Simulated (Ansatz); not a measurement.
Single-point calculation of Sn₃₂O₃₁ (part 2 of 2)

The same run, continued: Sn₃₂O₃₁ (defect cell, 63 atoms in the cell); DFT PBE, scalar-relativistic, plane waves, PAW, spin-polarised (Ansatz 0.2.0); cutoff 420 eV, 1×1×1 k-mesh, Gaussian smearing of 0.05 eV, collinear spins. The structure derives from a Materials Project entry.

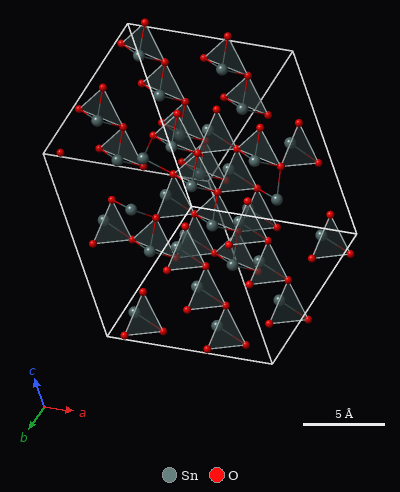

The structure (polyhedral view of the cell of the calculation, seen at an oblique angle; polyhedra are completed across the faces of the cell). An atom can appear more than once, as a periodic image.

### Output, continued
```
--- Forces (eV/Å), atoms counted from 1 ---
  atom   1  Sn    -0.00235117     0.02051084    -0.00469925
  atom   2  Sn     0.00315763    -0.01549901    -0.02930405
  atom   3  Sn     0.00937705    -0.00585302    -0.00198508
  atom   4  Sn    -0.04221306     0.04481141    -0.01749597
  atom   5  Sn    -0.01347990     0.01026634    -0.02211951
  atom   6  Sn     0.00147084     0.02044832     0.01222416
  atom   7  Sn    -0.00920581    -0.00707186    -0.00323497
  atom   8  Sn     0.00247373     0.00004179    -0.00065875
  atom   9  Sn    -0.00205630     0.01595791    -0.01563141
  atom  10  Sn    -0.00857079     0.04074599     0.02922438
  atom  11  Sn    -0.00179249    -0.01015472    -0.00344069
  atom  12  Sn     0.00145592    -0.01107137    -0.00343897
  atom  13  Sn     0.00088637     0.00440077    -0.01251054
  atom  14  Sn    -0.00945968    -0.00342636     0.01512627
  atom  15  Sn    -0.00127700     0.00032723     0.00060047
  atom  16  Sn     0.01780967     0.00967081    -0.01086656
  atom  17  Sn     0.01426572    -0.01154380     0.01604208
  atom  18  Sn    -0.00340415    -0.01641491    -0.01133031
  atom  19  Sn     0.00064996     0.00366433    -0.00864141
  atom  20  Sn    -0.00273765     0.00500864     0.00808010
  atom  21  Sn    -0.00082442    -0.00631732    -0.01237947
  atom  22  Sn    -0.00153824    -0.01085068     0.00486230
  atom  23  Sn    -0.00098366    -0.00741588     0.01260900
  atom  24  Sn     0.00205958    -0.00458648     0.01076171
  atom  25  Sn    -0.00218314    -0.00403918    -0.01052375
  atom  26  Sn     0.00366630    -0.01253945     0.00649483
  atom  27  Sn    -0.00148721    -0.02177372    -0.00215114
  atom  28  Sn     0.00336045    -0.01223213    -0.00458200
  atom  29  Sn     0.02593321     0.00890916    -0.02445991
  atom  30  Sn     0.00033989     0.00675578     0.00442050
  atom  31  Sn    -0.01625637    -0.02968698    -0.00217437
  atom  32  Sn     0.00661705    -0.01500816    -0.01086550
  atom  33  O      0.00065148    -0.00126082     0.00468658
  atom  34  O      0.00462370     0.00486171    -0.00285169
  atom  35  O      0.00539313     0.00899432    -0.00000441
  atom  36  O     -0.00699719     0.00943707    -0.00073479
  atom  37  O     -0.00598404     0.00780369    -0.00049598
  atom  38  O     -0.00136392    -0.00459366    -0.01435961
  atom  39  O     -0.02831661    -0.00431478     0.04466159
  atom  40  O     -0.00159434     0.01200459    -0.00896435
  atom  41  O     -0.00163869     0.00455198     0.00551620
  atom  42  O     -0.00125766    -0.01140123     0.02147772
  atom  43  O     -0.00426368    -0.02591409     0.00243596
  atom  44  O     -0.00201717    -0.00142550    -0.00679499
  atom  45  O      0.00254774    -0.01113291     0.00633395
  atom  46  O      0.01045228     0.00802263     0.02973502
  atom  47  O      0.00776058     0.01051852    -0.00311457
  atom  48  O      0.00807252    -0.00016721    -0.00113021
  atom  49  O      0.00661140    -0.04134531     0.01572011
  atom  50  O     -0.00732400     0.00254933     0.00792313
  atom  51  O      0.01699989     0.00922206    -0.00659472
  atom  52  O      0.00342604    -0.00493695     0.00450825
  atom  53  O      0.00136382     0.00333345    -0.02021030
  atom  54  O     -0.00142447     0.00619914     0.00902365
  atom  55  O      0.00344789     0.01599018     0.00541788
  atom  56  O     -0.00349317     0.00471617     0.00821644
  atom  57  O      0.02942851     0.01323532    -0.02628867
  atom  58  O      0.00207511     0.00483231     0.00770580
  atom  59  O     -0.00574391     0.01522684     0.00423877
  atom  60  O      0.00579649     0.00702510     0.00975253
  atom  61  O     -0.00056963     0.01353834    -0.00776876
  atom  62  O     -0.00603388     0.00253482    -0.00054142
  atom  63  O     -0.00432844    -0.04415037     0.00454533
  max |Σ_I F_I| component: 1.10e-5 eV/Å
--- Band table (eV) ---
  k-point 0 ↑: bands = ["-13.9844", "-13.9739", "-13.9659", "-13.9605", "-13.9546", "-13.9532", "-13.9502", "-13.9489", "-13.9454", "-13.9419", ... 172 levels left out ..., "-9.9561", "-9.9475", "-9.9438", "-9.9379", "-9.9348", "-9.9342", "-9.9286", "-9.8294", "-9.8007", "-0.8407", "-0.4722", "-0.2516", "-0.2272", "-0.2199", "-0.2188", "-0.2107", "-0.2022", "-0.1651", "-0.1375", "0.0219", "0.0261", "0.0407", "0.0449", "0.0817", "0.0973", "0.1229", "0.1604", "0.2732", "0.3051",
      "0.3342", "0.6082", "0.6811", "1.0877", "1.0887", "1.0930", "1.0946", "1.1008", "1.2711", "1.3492", "1.5097", "2.4972", "2.5011", "2.5083", "2.5139", "2.5199", "2.5319", "2.5370", "2.6707", "2.6804", "2.8058", "2.8372", "2.9439", "2.9648", "2.9934", "3.0826", "3.1035", "3.1497", "3.2004", "3.2039", "3.2116", "3.2121", "3.2139", "3.2141", "3.2161", "3.2217", "3.2338", "3.3162", "3.4444", "3.6151",
      "3.7429", "3.7666", "3.8297", "3.8583", "3.9115", "4.0411", "4.0572", "4.0619", "4.0823", "4.0969", "4.1286", "4.2252", "4.2524", "4.3403", "4.3441", "4.3498", "4.3604", "4.3616", "4.3740", "4.4336", "4.4474", "4.4781", "4.5678", "4.5801", "4.5815", "4.5833", "4.5854", "4.5946", "4.6001", "4.6120", "4.6177", "4.6487", "4.6552", "4.7269", "5.1555", "5.2549", "5.3346", "5.4059", "5.4186", "5.4286",
      "5.4348", "5.4520", "5.5078", "5.5613", "5.5917", "5.6603", "5.7592", "5.8353", "5.8999", "5.9801", "6.0750", "6.1612", "6.2189", "6.3225", "6.4181", "6.4376", "6.5353", "6.6046", "6.6110", "6.6193", "6.6248", "6.6308", "6.7649", "6.7729", "7.1795", "7.6000", "8.7810", "8.9248", "9.1722", "9.2755", "9.3213", "9.4454", "9.4840", "9.6135", "9.7248", "9.7335", "9.8476", "9.8777", "9.9510", "9.9807",
      "10.1204", "10.2339", "10.2738", "10.2925", "10.3168", "10.3214", "10.4275", "10.5051", "10.5731", "10.6053", "10.6258", "10.6599", "10.6695", "10.6900", "10.7161", "10.7163", "10.9893", "11.1450", "11.1493", "11.3053", "11.4798", "11.5915", "11.6563", "11.7193", "11.7274", "11.7307", "11.7580", "11.8233", "11.8333", "11.9550", "12.1793", "12.2227", "12.2250", "12.3840", "12.4656", "12.5314", "12.5357", "12.5441", "12.5483", "12.5640",
      "12.5951", "12.7301", "12.8513", "12.8958", "12.9608", "13.0163", "13.1664", "13.1918", "13.2127", "13.2349", "13.2386"]
  k-point 0 ↓: bands = ["-13.9844", "-13.9739", "-13.9659", "-13.9605", "-13.9546", "-13.9532", "-13.9502", "-13.9489", "-13.9454", "-13.9419", ... 172 levels left out ..., "-9.9561", "-9.9475", "-9.9438", "-9.9379", "-9.9348", "-9.9342", "-9.9286", "-9.8294", "-9.8007", "-0.8407", "-0.4722", "-0.2516", "-0.2272", "-0.2199", "-0.2188", "-0.2107", "-0.2022", "-0.1651", "-0.1375", "0.0219", "0.0261", "0.0407", "0.0449", "0.0817", "0.0973", "0.1229", "0.1604", "0.2732", "0.3051",
      "0.3342", "0.6082", "0.6811", "1.0877", "1.0887", "1.0930", "1.0946", "1.1008", "1.2711", "1.3492", "1.5097", "2.4972", "2.5011", "2.5083", "2.5139", "2.5199", "2.5319", "2.5370", "2.6707", "2.6804", "2.8058", "2.8372", "2.9439", "2.9648", "2.9934", "3.0826", "3.1035", "3.1497", "3.2004", "3.2039", "3.2116", "3.2121", "3.2139", "3.2141", "3.2161", "3.2217", "3.2338", "3.3162", "3.4444", "3.6151",
      "3.7429", "3.7666", "3.8297", "3.8583", "3.9115", "4.0411", "4.0572", "4.0619", "4.0823", "4.0969", "4.1286", "4.2252", "4.2524", "4.3403", "4.3441", "4.3498", "4.3604", "4.3616", "4.3740", "4.4336", "4.4474", "4.4781", "4.5678", "4.5801", "4.5815", "4.5833", "4.5854", "4.5946", "4.6001", "4.6120", "4.6177", "4.6487", "4.6552", "4.7269", "5.1555", "5.2549", "5.3346", "5.4059", "5.4186", "5.4286",
      "5.4348", "5.4520", "5.5078", "5.5613", "5.5917", "5.6603", "5.7592", "5.8353", "5.8999", "5.9801", "6.0750", "6.1612", "6.2189", "6.3225", "6.4181", "6.4376", "6.5353", "6.6046", "6.6110", "6.6193", "6.6248", "6.6308", "6.7649", "6.7729", "7.1795", "7.6000", "8.7810", "8.9248", "9.1722", "9.2755", "9.3213", "9.4454", "9.4840", "9.6135", "9.7248", "9.7335", "9.8476", "9.8777", "9.9510", "9.9807",
      "10.1204", "10.2339", "10.2738", "10.2925", "10.3168", "10.3214", "10.4275", "10.5051", "10.5731", "10.6053", "10.6258", "10.6599", "10.6695", "10.6900", "10.7161", "10.7163", "10.9893", "11.1450", "11.1493", "11.3053", "11.4798", "11.5915", "11.6563", "11.7193", "11.7274", "11.7307", "11.7581", "11.8233", "11.8333", "11.9550", "12.1793", "12.2227", "12.2250", "12.3840", "12.4656", "12.5314", "12.5357", "12.5441", "12.5483", "12.5640",
      "12.5951", "12.7301", "12.8513", "12.8958", "12.9608", "13.0163", "13.1664", "13.1918", "13.2127", "13.2349", "13.2386"]
--- Löwdin populations: 63 sites ---
  site symbol       q [e]    m [muB]
     0     Sn     13.1676     0.0000
     1     Sn     13.1667     0.0000
     2     Sn     13.1644    -0.0000
     3     Sn     13.1610     0.0000
     4     Sn     13.1598     0.0000
     5     Sn     13.1616     0.0000
     6     Sn     13.1645    -0.0000
     7     Sn     13.1639     0.0000
     8     Sn     13.1589     0.0000
     9     Sn     13.4400     0.0000
    10     Sn     13.1719     0.0000
    11     Sn     13.1653    -0.0000
    12     Sn     13.1631    -0.0000
    13     Sn     13.1661     0.0000
    14     Sn     13.1640     0.0000
    15     Sn     13.1594     0.0000
    16     Sn     13.1757     0.0000
    17     Sn     13.1659     0.0000
    18     Sn     13.1667     0.0000
    19     Sn     13.1612     0.0000
    20     Sn     13.1627    -0.0000
    21     Sn     13.1547     0.0000
    22     Sn     13.4171    -0.0000
    23     Sn     13.1624     0.0000
    24     Sn     13.1629    -0.0000
    25     Sn     13.1550     0.0000
    26     Sn     13.4116    -0.0000
    27     Sn     13.1627     0.0000
    28     Sn     13.1668     0.0000
    29     Sn     13.1612     0.0000
    30     Sn     13.1761     0.0000
    31     Sn     13.1662     0.0000
    32      O      6.7661     0.0000
    33      O      6.7666    -0.0000
    34      O      6.7664     0.0000
    35      O      6.7651    -0.0000
    36      O      6.7664     0.0000
    37      O      6.7668    -0.0000
    38      O      6.7618    -0.0000
    39      O      6.7658     0.0000
    40      O      6.7647     0.0000
    41      O      6.7662    -0.0000
    42      O      6.7658    -0.0000
    43      O      6.7660    -0.0000
    44      O      6.7650    -0.0000
    45      O      6.7617    -0.0000
    46      O      6.7652    -0.0000
    47      O      6.7664    -0.0000
    48      O      6.7652    -0.0000
    49      O      6.7666    -0.0000
    50      O      6.7655    -0.0000
    51      O      6.7672    -0.0000
    52      O      6.7613     0.0000
    53      O      6.7681    -0.0000
    54      O      6.7662    -0.0000
    55      O      6.7672    -0.0000
    56      O      6.7615     0.0000
    57      O      6.7681    -0.0000
    58      O      6.7662    -0.0000
    59      O      6.7666    -0.0000
    60      O      6.7655    -0.0000
    61      O      6.7663    -0.0000
    62      O      6.7653    -0.0000
  spilling = 0.003533 (of n_electrons = 634.000000)
--- Bader charges: 63 sites ---
  site symbol  charge [e]  shift [e]    m [muB]
     0     Sn      1.2459     0.0041     0.0000
     1     Sn      1.2529     0.0041     0.0000
     2     Sn      1.2507     0.0040     0.0000
     3     Sn      1.2557     0.0041     0.0000
     4     Sn      1.2577     0.0041     0.0000
     5     Sn      1.2551     0.0041     0.0000
     6     Sn      1.2504     0.0040     0.0000
     7     Sn      1.2523     0.0041     0.0000
     8     Sn      1.2578     0.0041     0.0000
     9     Sn      0.8214     0.0025     0.0000
    10     Sn      1.2451     0.0040     0.0000
    11     Sn      1.2518     0.0041     0.0000
    12     Sn      1.2562     0.0042     0.0000
    13     Sn      1.2520     0.0041     0.0000
    14     Sn      1.2520     0.0041     0.0000
    15     Sn      1.2579     0.0041     0.0000
    16     Sn      1.2331     0.0041     0.0000
    17     Sn      1.2499     0.0041     0.0000
    18     Sn      1.2482     0.0040     0.0000
    19     Sn      1.2557     0.0041     0.0000
    20     Sn      1.2544     0.0041     0.0000
    21     Sn      1.2594     0.0041     0.0000
    22     Sn      0.8717     0.0027     0.0000
    23     Sn      1.2551     0.0041     0.0000
    24     Sn      1.2541     0.0041     0.0000
    25     Sn      1.2591     0.0041     0.0000
    26     Sn      0.8776     0.0027     0.0000
    27     Sn      1.2550     0.0041     0.0000
    28     Sn      1.2480     0.0040     0.0000
    29     Sn      1.2557     0.0041     0.0000
    30     Sn      1.2319     0.0041     0.0000
    31     Sn      1.2496     0.0041     0.0000
    32      O     -1.2542     0.0041     0.0000
    33      O     -1.2542     0.0041     0.0000
    34      O     -1.2550     0.0041     0.0000
    35      O     -1.2514     0.0040     0.0000
    36      O     -1.2551     0.0041     0.0000
    37      O     -1.2544     0.0041     0.0000
    38      O     -1.2509     0.0041     0.0000
    39      O     -1.2526     0.0040     0.0000
    40      O     -1.2553     0.0041     0.0000
    41      O     -1.2532     0.0042     0.0000
    42      O     -1.2511     0.0039     0.0000
    43      O     -1.2542     0.0041     0.0000
    44      O     -1.2532     0.0041     0.0000
    45      O     -1.2506     0.0040     0.0000
    46      O     -1.2514     0.0040     0.0000
    47      O     -1.2546     0.0041     0.0000
    48      O     -1.2565     0.0039     0.0000
    49      O     -1.2545     0.0041     0.0000
    50      O     -1.2535     0.0042     0.0000
    51      O     -1.2560     0.0041     0.0000
    52      O     -1.2518     0.0040     0.0000
    53      O     -1.2573     0.0042     0.0000
    54      O     -1.2542     0.0041     0.0000
    55      O     -1.2560     0.0041     0.0000
    56      O     -1.2517     0.0039     0.0000
    57      O     -1.2573     0.0042     0.0000
    58      O     -1.2542     0.0041     0.0000
    59      O     -1.2544     0.0041     0.0000
    60      O     -1.2537     0.0042     0.0000
    61      O     -1.2546     0.0041     0.0000
    62      O     -1.2564     0.0039     0.0000
  estimated error of the sums over rays = 4.0e-4 e
```

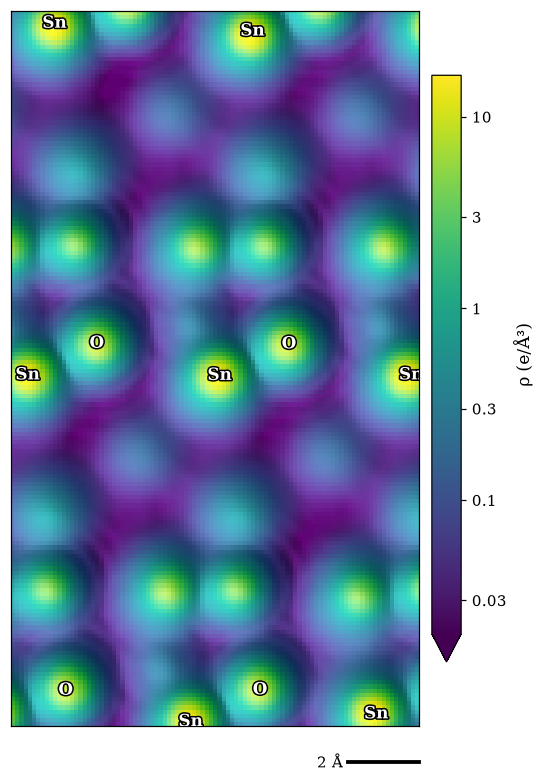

Valence charge density (pseudo) on the (011) plane of the calculation cell. Atoms in the plane: Sn and O. Sn–O (2.16 Å): the density is about 0.54 e/Å³ at the midpoint. Away from the nuclei the density in this plane falls to 0.02 e/Å³ at its lowest. In a PAW calculation such maps are meaningful between the atoms, not at the nuclei.

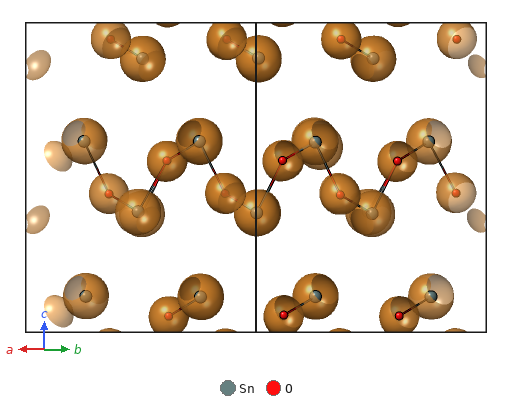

Isosurface of the valence charge density (pseudo) at 1 e/Å³ (orange), seen along [110]. Sticks mark near contacts. The outline is the calculation cell. At this value the density breaks into separate islands; it holds about 65 % of the electrons treated as valence (semicore included). It is pinched off along the Sn–O (2.13 Å) contacts. On the grid the lowest density along these lines, outside the cores, is 0.57 e/Å³ (Sn–O, 2.13 Å).

### Summary

| quantity | value |
| --- | --- |
| outcome | converged |
| electrons treated | 634 |
| free energy | −210361.7713 eV |
| Fermi energy | 8.190 eV |
| gap on the k-point mesh | 1.18 eV |
| net moment of the cell | 0.00 μB |
| integrated absolute moment | 0.00 μB |
| largest force (length of the vector) | 0.064 eV/Å |
| wall time | 1.7 min (CPU time 13 min) |
| peak memory | 2.8 GiB |

### Remarks

Warnings of the run: some starting moments were not kept. So coarse a mesh can miss the band edges, so the true gap of this method can be much smaller, or zero. The k-point mesh is coarse for a cell of this size, so the results may not be converged.
